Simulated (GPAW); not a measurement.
BP (monolayer), B K edge of atom 1, with 3 P at 1.85 Å (trigonal planar). Method: GPAW, PBE, excited-electron core hole (neutral cell), 14-atom cell with 8.5 Å between holes, 3×3×1 k points, dipole transitions, Gaussian full width 0.9 eV up to 4 eV, rising linearly to 3.5 eV at 25 eV.

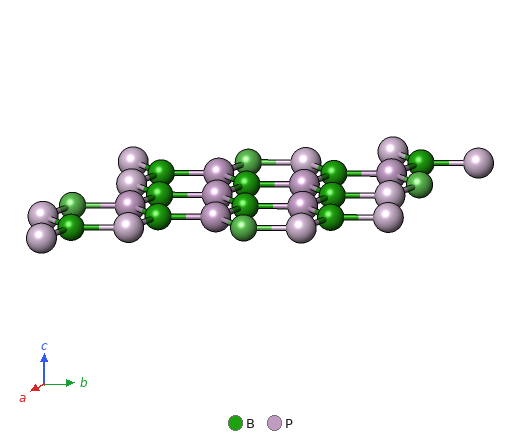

The structure (boron green, phosphorus pink). Some periodic images of atoms are drawn too.

```xyz
14
Lattice="-8.0250 2.7799 0.0000 1.6050 -8.3398 0.0000 0.0000 0.0000 10.4000" Properties=species:S:1:pos:R:3
B     0.0000    0.0000    5.2000
B    -3.2100    0.0000    5.2000
B    -6.4200    0.0000    5.2000
B    -1.6050   -2.7799    5.2000
B    -4.8150   -2.7799    5.2000
B     0.0000   -5.5599    5.2000
B    -3.2100   -5.5599    5.2000
P    -4.8150   -4.6332    5.2000
P     0.0000   -7.4132    5.2000
P    -4.8150    0.9266    5.2000
P     0.0000   -1.8533    5.2000
P    -3.2100   -1.8533    5.2000
P    -6.4200   -1.8533    5.2000
P    -1.6050   -4.6332    5.2000
```

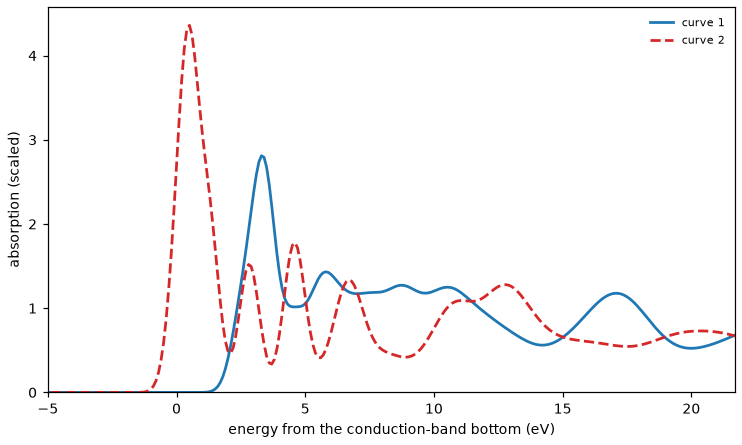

Energy from the bottom of the conduction band, which holds the excited electron; a common scale on which the isotropic spectrum has a mean of 1 over the first 20 eV.

The curves are for the electric vector along different Cartesian axes of the cell as given, for this one atom. Which is which?

Curve 1: along x (the other in-plane axis gives the same curve within 3 %), main maxima 3.3 eV (2.81), 5.8 eV (1.43) and 8.7 eV (1.27). Curve 2: along z, main maxima 0.5 eV (4.36), 2.8 eV (1.52) and 4.6 eV (1.78). A K edge sees empty p states; at this planar three-fold site the curve for the electric vector normal to the plane peaks at 0.5 eV, where it is mainly π* that absorbs: that direction carries over 70 % of the weight there. Each direction probes the empty orbitals that point along it. Some eV above the zero the states pass the vacuum level, and features normal to the sheet may then be states of the box. The mesh is coarse (0.28 Å⁻¹ between points), so small maxima may be mesh ripples.

[Banner, clock and machine lines of the logs are left out without a mark of their own.]

[Logs are printed without paths, hosts, clocks, repeated set-up lines and the standing remarks that a program may print on its own settings, such as how far it seeks lower states.]

[Hosts, paths, dates, database ids (printed as entryN), source tags and the programs' standing remarks are cut or masked in the printed files.]

[Lists of maxima count a maximum above −3 eV only where it reaches 4 % of the highest in the window and stands out from its surroundings by 2 % of it (1.5 % where it reaches 55 %); shoulders and weaker maxima are passed over, and of the rest the first, up to two pre-edge ones and the few strongest are named.]
